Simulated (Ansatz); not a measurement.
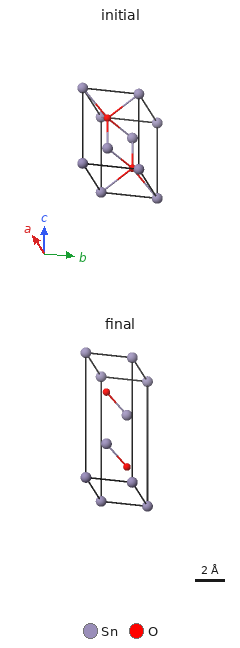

The structure of solid Sn$_{3}$O$_{2}$ (built on the A-type sesquioxide_164 type) (coarse preliminary run) before (top) and after (bottom) a relaxation, at one scale.

Style: ball-and-stick. Shown: the cell of the calculation, from a free direction.

Case: anti-A-type sesquioxide type (P-3m1, No. 164).

Level of theory: Ansatz 0.2.0, DFT PBE, scalar-relativistic, plane waves, PAW. (plane-wave cutoff 420 eV; k-point mesh 6 × 6 × 4; occupations gaussian; smearing width 0.1 eV; no spin polarisation; cell and atoms relaxed; force threshold 0.04 eV/Å; at most 70 steps)

**What changed between the two?**

The largest moves relative to the cell, 0.085 Å, are those of Sn atoms. Largest moves by element: Sn 0.085 Å, O 0.071 Å. The drawn cell changes as follows: a = b 4.060 → 3.352 Å (−17.4 %), c 6.317 → 10.457 Å (+65.5 %); the volume changes by +12.8 %. Some distances before and after: O–Sn 2.527 → 4.338 Å, O–Sn 2.809 → 3.155 Å, O–Sn 2.445 → 2.244 Å. Among the angles between lasting bonds that change: O–Sn–O 112.3° → 96.6°, Sn–O–Sn 112.3° → 96.6°. The space group stays P-3m1 (No. 164). Over 21 accepted moves (26 points after the start) the energy falls by 2.687 eV per cell of the calculation. Largest force component: 0.97 eV/Å at the start, 0.033 eV/Å at the end. Pressure: 10.23 GPa at the start and −0.01 GPa at the end. The line search rejected the trial step at point 15 of the run. The SCF was repeated 4 times at an unchanged geometry on a basis and grid sized afresh for the cell, which shifted the energy by 0.198 eV per cell of the calculation at most.
